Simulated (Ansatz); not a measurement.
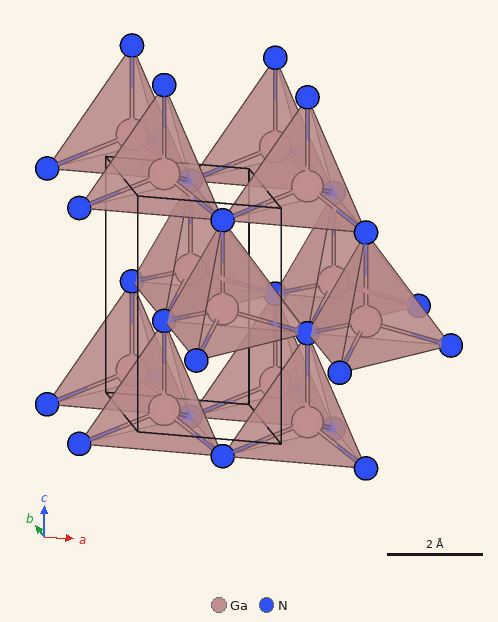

The structure (polyhedral view of the cell of the calculation, repeated 2 × 2 × 1, seen slightly off an axis; polyhedra are completed across the faces of the cell). An atom can appear more than once, as a periodic image.

**Wannier-function calculation, with input and output: GaN**

- system: GaN (P6₃mc, 4 atoms in the cell)
- method: maximally localised Wannier functions of PBE bands, plane waves, PAW, no spin polarisation (Ansatz 0.2.0)

The structure derives from an entry of the Crystallography Open Database. The geometry comes from this level: r2SCAN. It belongs to a series of runs on one base structure; here: anion s p.

**Log**
```
scf.n_extra_bands = 6 over 18 filled bands (N_el = 36.0): the run solves 24 bands
Engine: ansatz 0.2.0, aarch64-unknown-linux-gnu
Pseudopotentials: kind: paw
Pseudopotential: Ga, paw, valence charge 13, recommended cutoff 420 eV (normal), Ga.paw.azcp
Pseudopotential: N, paw, valence charge 5, recommended cutoff 420 eV (normal), N.paw.azcp
Functional definition: PBE
  parameter kappa = 0.804
  parameter beta = 0.06672455060314922
  exchange = pbe_x(kappa = kappa, mu = beta*pi^2/3)
  correlation = pbe_c(beta = beta)
Crystal: 4 atoms, lattice volume = 45.486 Å³
Basis set: ecut = 420 eV, 893 PW (Γ)
Bands: 24, of which v1, the nominal top of the filled ones, is band 18 counted from 1 (17 counted from 0)
Symmetry: 12 space group operations
Space group: P63mc (ITA 186), of the structure as read, at distance tolerance 3.6e-5 Å
k-points: 36 of 324 (time reversal used)
Non-local potential: Ga, projectors of the file, l = 0: 2, l = 1: 2, l = 2: 3, l = 3: 1
Non-local potential: N, projectors of the file, l = 0: 2, l = 1: 2, l = 2: 1
PAW form: soft (Blöchl's): semilocal exchange-correlation on the pseudo side does not see the compensation charge
PAW one-centre angular grid: Ga, 590 points (default); XC on 64 Gauss nodes
PAW one-centre angular grid: N, 110 points (default); XC on 64 Gauss nodes
Initial density: superposition of atomic densities (neutral atoms: chi_scale 0, normalization atom), corrected by the library's trained network
Initial wavefunctions: pseudopotential atomic-orbital guess
Functional: x = pbe(κ = 0.804, μ = 0.2195149727645171), c = pbe(β = 0.06672455060314922)
SCF iter   1: F=—  HF=-8335.807332 eV  |F-HF|=—  |Δ(HF+E_count)|=         —  Δρ=8.48e-4  dr2=1.89e-4  ethr=1.77e-3  ⟨swp⟩=4.1  Hψ=2964  notcnv=0  defer=109
preconditioner: auto → Resta (q_TF=auto, 2.624 Å⁻¹)  ε∞=4.5  [insulator: Δε(μ)=1.927 eV  Ē_g=17.721 eV  n_scr=22 (ndim 8)  ℏωp=33.0 eV  f_vac=0.009  ε∞_Penn≈4.5]
SCF iter   2: F=—  HF=-8335.807941 eV  |F-HF|=—  |Δ(HF+E_count)|=   6.09e-4  Δρ=3.97e-4  dr2=2.58e-5  ethr=5.24e-7  ⟨swp⟩=2.2  Hψ=1884  notcnv=0  defer=142
SCF iter   3: F=—  HF=-8335.808053 eV  |F-HF|=—  |Δ(HF+E_count)|=   1.12e-4  Δρ=1.87e-4  dr2=6.99e-6  ethr=7.18e-8  ⟨swp⟩=2.0  Hψ=1401  notcnv=0  defer=97
SCF iter   4: F=—  HF=-8335.808082 eV  |F-HF|=—  |Δ(HF+E_count)|=   2.82e-5  Δρ=5.36e-5  dr2=9.26e-7  ethr=1.94e-8  ⟨swp⟩=2.0  Hψ=1424  notcnv=0  defer=141
iter 5 did not close the SCF: its close was put off for the readings that it lacked (scf_convergence_deferred on its scf_iter line)
SCF iter   5: F=-8335.808084 eV  HF=-8335.808084 eV  |F-HF|=2.38e-7  |Δ(HF+E_count)|=   2.37e-6  Δρ=1.86e-5  dr2=9.43e-8  ethr=2.57e-9  ⟨swp⟩=2.0  Hψ=1437  notcnv=0  defer=142
SCF iter   6: F=-8335.808084 eV  HF=-8335.808084 eV  |F-HF|=3.96e-9  |Δ(HF+E_count)|=   2.57e-7  Δρ=4.09e-6  dr2=6.73e-9  ethr=2.62e-10  ⟨swp⟩=5.8  Hψ=3724  notcnv=0
SCF 1 converged in 6 iterations: F = -8335.808084 eV  dr2 = 6.73e-9
  greatest PAW one-centre occupation: 0.995 electrons in one spin orbital (limit 2), on the Ga atom at site 1 (counted from 0), in its partial waves of l = 2
NSCF: frozen V_eff on 93 k-points
NSCF: frozen V_eff on 60 k-points
the Wannier pass solved 60 of the 576 points of its mesh, and has the states at the others by symmetry: states obtained by the crystal's operations at points that were solved too leave a residual of 3.00e-13 eV (read by the count's bands and the next), within 4.76e-6 eV
SCF converged after 6 iterations
Free energy (F): -8335.808084 eV
Harris-Foulkes:  -8335.808084 eV  (|F-HF|=3.96e-9)
Internal energy: -8335.808084 eV  (E = F + TS)
E sigma→0 (E₀):  -8335.808084 eV
Fermi energy:    9.762675 eV
--- Per-component energies (eV) ---
  E_band       = -7.960195
  E_kinetic    = 494.947098
  E_local      = -3897.413196  (includes V_loc(G=0)·N_el)
  E_nonlocal   = 948.866501
  E_hartree    = 1794.528960
  E_xc         = -257.812199
  E_vxc        = -268.570946  (∫ρ·V_xc dr)
  E_paw        = -4240.793193  (= ΣΔE_a)
  E_vpaw       = -874.847922  (= ΣTr[D̂ρ^β])
  E_aug_tail   = 0.000124  (compensation charges beyond the density's cutoff)
  E_ewald      = -3178.132179
  E_smearing   = -0.000000  (= −TS)
  E_closure    = -0.000000  (closes the sum)
  Σ components = -8335.808084   (vs F -8335.808084, Δ=0.00e0)
--- Band table (eV; the first three rows and the last of 36) ---
  k-point 0: bands = ["-6.2514", "-5.3392", "-3.7262", "-3.7113", "-3.7113", "-3.6498", "-3.6498", "-3.4568", "-3.4568", "-3.3583", "-3.3583", "-2.1077", "2.6874", "8.7258", "8.7258", "9.7243", "9.7627", "9.7627", "11.6965", "14.0433", "18.9791", "19.6882", "19.6882", "20.5236"]
  k-point 1: bands = ["-6.0761", "-5.4131", "-3.7076", "-3.7076", "-3.6687", "-3.6637", "-3.6637", "-3.4375", "-3.4375", "-3.3682", "-3.3682", "-2.6568", "3.7416", "8.2250", "8.8705", "8.8705", "9.6041", "9.6041", "12.8954", "14.1492", "18.5869", "19.3279", "19.7732", "19.7732"]
  k-point 2: bands = ["-5.6901", "-5.6901", "-3.6905", "-3.6905", "-3.6905", "-3.6905", "-3.3984", "-3.3984", "-3.3984", "-3.3984", "-3.3723", "-3.3723", "5.9139", "5.9139", "9.2311", "9.2311", "9.2311", "9.2311", "14.0343", "14.0343", "18.2578", "18.2578", "20.2008", "20.2008"]
  k-point 35: bands = ["-5.1679", "-5.1679", "-3.5909", "-3.5909", "-3.5747", "-3.5747", "-3.4360", "-3.4360", "-3.4120", "-3.4120", "-1.6630", "-1.6630", "3.5879", "3.5879", "5.5545", "5.5545", "8.2829", "8.2829", "16.2022", "16.2022", "17.0997", "17.0997", "18.8376", "18.8376"]
Wannier search: line search 1 of at most 3000: gauge-dependent spread (as the search counts it) 1.0505553 Å², largest recent change 5.8e-1 Å² and fall left 1.2e-3 Å² against conv_tol 1.0e-8 Å², 0 stops escaped
```

**File v_z.tsv**
```
# z_ang	v_es[eV]	v_tot[eV]
# format = ansatz-planar-average/11
# xc	pbe
# density_cutoff_ev	1680
# datasets	Ga=:simpson_from_first_knot:soft	N=:simpson_from_first_knot:soft
# lattice	3.183149581	-0.000000000	0.000000000
# lattice	-1.591574791	2.756688401	0.000000000
# lattice	0.000000000	0.000000000	5.183625529
# sites	4
# site	31	0.000000000	1.837792268	-0.004597103
# site	31	1.591574791	0.918896134	2.587215661
# site	7	0.000000000	1.837792268	1.948456676
# site	7	1.591574791	0.918896134	4.540269440
0.000000	2.766261e0	-1.016142e1
0.143990	3.688252e0	-8.489173e0
0.287979	4.405030e0	-6.876493e0
0.431969	5.392975e0	-4.849685e0
0.575958	6.752154e0	-2.418922e0
0.719948	8.457979e0	8.328985e-2
0.863938	1.018467e1	1.991867e0
1.007927	1.137284e1	3.112181e0
1.151917	1.180820e1	3.315165e0
1.295906	1.123566e1	2.069537e0
1.439896	9.389517e0	-6.559846e-1
1.583886	6.659484e0	-4.307013e0
1.727875	3.527162e0	-8.301285e0
1.871865	7.505216e-1	-1.182587e1
2.015854	-8.791482e-1	-1.406776e1
2.159844	-1.095757e0	-1.469718e1
2.303834	-1.599318e-1	-1.386482e1
2.447823	1.338198e0	-1.212950e1
2.591813	2.766261e0	-1.016142e1
2.735802	3.688252e0	-8.489173e0
2.879792	4.405030e0	-6.876493e0
3.023782	5.392975e0	-4.849685e0
3.167771	6.752154e0	-2.418922e0
3.311761	8.457979e0	8.328985e-2
3.455750	1.018467e1	1.991867e0
3.599740	1.137284e1	3.112181e0
3.743730	1.180820e1	3.315165e0
3.887719	1.123566e1	2.069537e0
4.031709	9.389517e0	-6.559846e-1
4.175698	6.659484e0	-4.307013e0
4.319688	3.527162e0	-8.301285e0
4.463678	7.505216e-1	-1.182587e1
4.607667	-8.791482e-1	-1.406776e1
4.751657	-1.095757e0	-1.469718e1
4.895646	-1.599318e-1	-1.386482e1
5.039636	1.338198e0	-1.212950e1
```

**File wannier.spreads.toml**
```
omega_i_ang2 = 12.62937587248041
omega_d_ang2 = 0.006741880567799952
omega_od_ang2 = 0.2785764185710171
omega_total_ang2 = 12.914694171619226
least_projectability = 0.3972911047314628
b_vectors_match_mmn = true
n_iter = 22
converged = true
rejected_fitted_steps = 1

[[wannier]]
r = [1.8808325367483212, 1.0858991713703345, 4.666024988240135]
spread = 1.6132218539490388

[[wannier]]
r = [0.00000000001849720215174509, 2.1717983427684304, 2.0742122239345386]
spread = 1.613221853951364

[[wannier]]
r = [1.3023170445317678, 1.085899171361653, 4.666024988226674]
spread = 1.6132218539598853

[[wannier]]
r = [-0.2892577460892922, 1.6707892300383163, 2.0742122239265184]
spread = 1.6132218539718979

[[wannier]]
r = [0.2892577461035068, 1.670789230025348, 2.0742122239308403]
spread = 1.613221853976083

[[wannier]]
r = [1.5915747906365147, 0.5848900586334668, 4.666024988230214]
spread = 1.6132218539806544

[[wannier]]
r = [0.00000000002145297117288701, 1.8377922676083527, 1.5956683875039812]
spread = 1.6176815239101714

[[wannier]]
r = [1.5915747906551951, 0.9188961337887429, 4.1874811517990445]
spread = 1.6176815239185416

[[curvature_check]]
after_line_search = 12
omega_tilde_before_ang2 = 0.5755070343254143
krylov_steps = 24
lowest_ritz_value_ang2 = -0.5747815779456423
residual_ang2 = 1.721649771613851e-17
settled = true
first_negative_step = 3
curvature_along_ang2 = -0.5746578188031243
angle_rad = 0.9833222144772106
omega_tilde_after_ang2 = 0.3794033852222328
outcome = "escaped"

[[curvature_check]]
after_line_search = 22
omega_tilde_before_ang2 = 0.28531829913881707
krylov_steps = 27
lowest_ritz_value_ang2 = 0.4909892622621647
residual_ang2 = 3.4772686825535515e-9
settled = true
outcome = "no-negative-curvature"
```

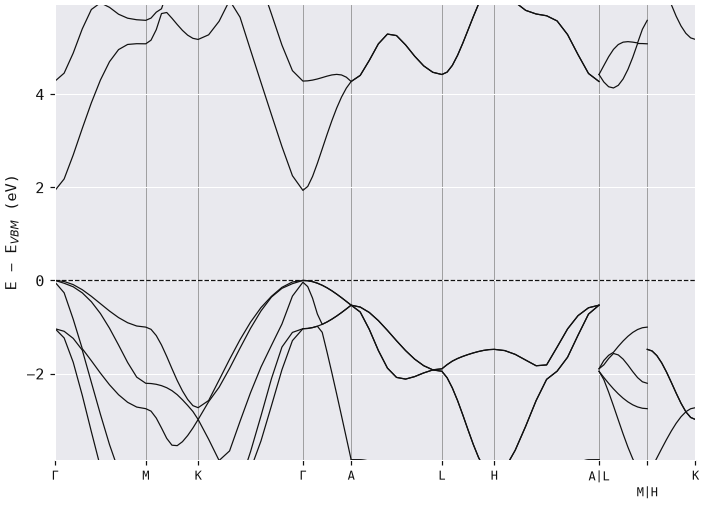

Band structure along Γ–M–K–Γ–A–L–H–A|L–M|H–K, with energies from the valence-band top. There is a gap of 1.93 eV on this path, direct, at Γ.

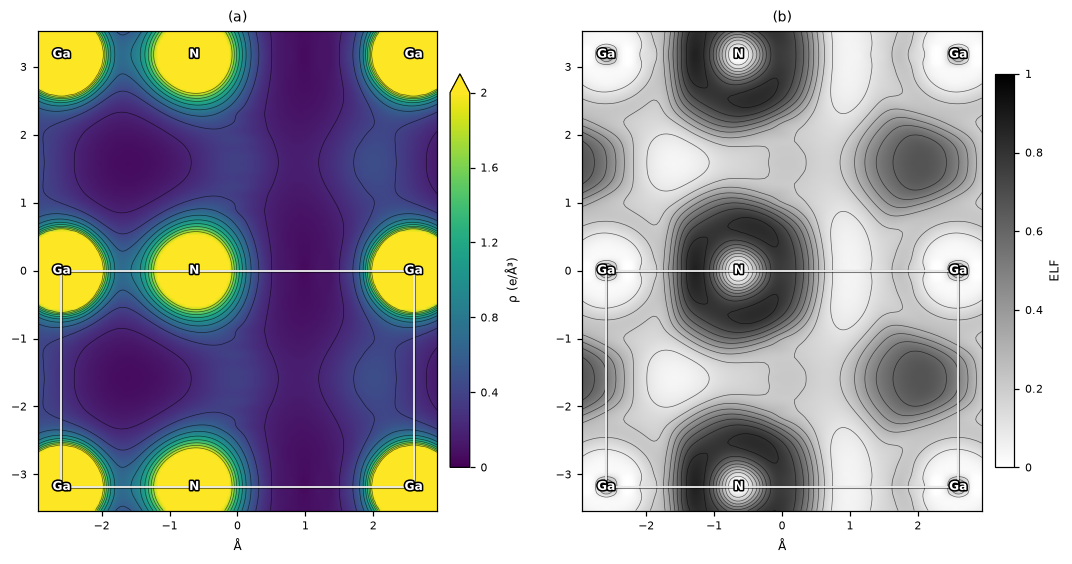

(a) valence pseudo-density; (b) electron localisation function on the (11̄0) plane of the conventional cell. The section cuts through Ga and N sites. Ga–N (1.95 Å): ρ at the midpoint is about 0.76 e/Å³; the ELF is about 0.50 at the midpoint. Away from the nuclei the density in this plane falls to 0.06 e/Å³ at its lowest. The fields are those of the smooth PAW valence density.

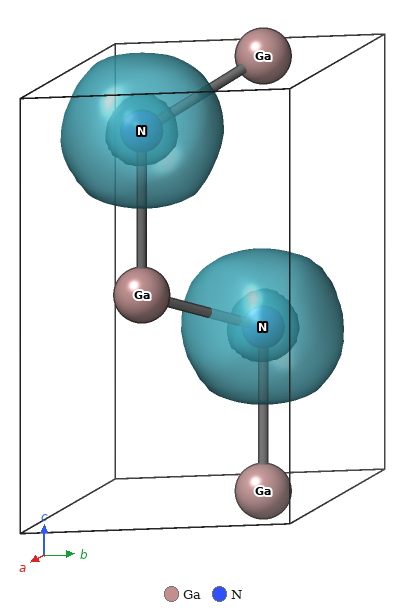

Isosurface of the electron localisation function at 0.65 (cyan), seen slightly off an axis. Only the valence region is drawn (cores and ρ < 0.01 e/Å³ removed). Sticks mark near contacts. The outline is the cell set on symmetry axes. Profiles from the grid: Ga–N (1.95 Å): the ELF is about 0.45 at the midpoint.

The run was set up as follows.

**The input**
```yaml
crystal:
  lattice:
    - [3.1831495813, 0.0, 0.0]
    - [-1.5915747906, 2.7566884014, 0.0]
    - [0.0, 0.0, 5.1836255286]
  atoms:
    - { symbol: Ga, position: [0.3333333333, 0.6666666667, -0.0008868509] }
    - { symbol: Ga, position: [0.6666666667, 0.3333333333, 0.4991131491] }
    - { symbol: "N", position: [0.3333333333, 0.6666666667, 0.3758868509] }
    - { symbol: "N", position: [0.6666666667, 0.3333333333, 0.8758868509] }
kpoints:
  mp_grid: { grid: [9, 9, 4] }
  band_path:
    path:
      - [[0.0, 0.0, 0.0], [0.5, 5.92566264044e-17, -3.915549525723e-19], [0.3333333333333, 0.3333333333333, -7.831099051445e-19], [0.0, 0.0, 0.0], [7.169763154219e-52, 9.224443834001e-36, 0.5], [0.5, 5.914590587259e-17, 0.5], [0.3333333333333, 0.3333333333333, 0.5], [7.169763154219e-52, 9.224443834001e-36, 0.5]]
      - [[0.5, 5.914590587259e-17, 0.5], [0.5, 5.92566264044e-17, -3.915549525723e-19]]
      - [[0.3333333333333, 0.3333333333333, 0.5], [0.3333333333333, 0.3333333333333, -7.831099051445e-19]]
    npoints: 10
hamiltonian:
  xc: pbe
scf:
  occupations: { method: fixed }
  n_extra_bands: 6
output:
  forces: false
  stress: false
  eigenvalues: true
  wannier:
    kmesh: [12, 12, 4]
    projections: [{ species: "N", l: s, shell: 2 }, { species: "N", l: p, shell: 2 }]
    minimise: true
    write_hr: true
    conv_tol: 1.0e-08
    max_iter: 3000
  write_density: true
  write_potential: true
  elf: true
  volumetric_format: npy
```

**File wannier.win**
```
! ansatz wannier90 interface
! projections by site (counted from 0) and shell: 2 2S, 3 2S, 2 2P, 3 2P
! states of the run's bands (counted from 1): 1-2, 13-18
! their least projectability: 0.3973
num_bands = 8
num_wann  = 8
num_iter  = 2000
conv_tol = 1e-8
conv_window = 5
guiding_centres = true
shell_list = 2 1
write_hr = true

begin unit_cell_cart
Ang
        3.183149581270209  -2.8867611590191926e-11                      0.0
      -1.5915747906101048        2.756688401440233                      0.0
                      0.0                      0.0             5.1836255286
end unit_cell_cart

begin atoms_frac
Ga        0.3333333333333333       0.6666666666666666            -0.0008868509
Ga        0.6666666666666666       0.3333333333333333             0.4991131491
N         0.3333333333333333       0.6666666666666666             0.3758868509
N         0.6666666666666666       0.3333333333333333             0.8758868509
end atoms_frac

mp_grid = 12 12 4
```

Run as:
```bash
ansatz run input.yaml --threads 4 --pin off --max-ram 3686MiB --backend cpu --events-out ev --progress --plain --runs-dir out
```

**Key numbers**

| quantity | value |
| --- | --- |
| outcome | converged |
| space group (tolerance 0.01 Å) | P6₃mc (186) |
| electrons treated | 36 |
| free energy | −8335.8081 eV |
| total spread of the Wannier functions | 12.915 Å² |
| Fermi energy | 9.763 eV |
| gap on the k-point mesh | 1.93 eV |
| hardware | 4 threads of Arm Neoverse V1, 24 GiB of memory available, shared host |
| wall time | 4.8 s (CPU time 17 s) |
| peak memory | 0.48 GiB |
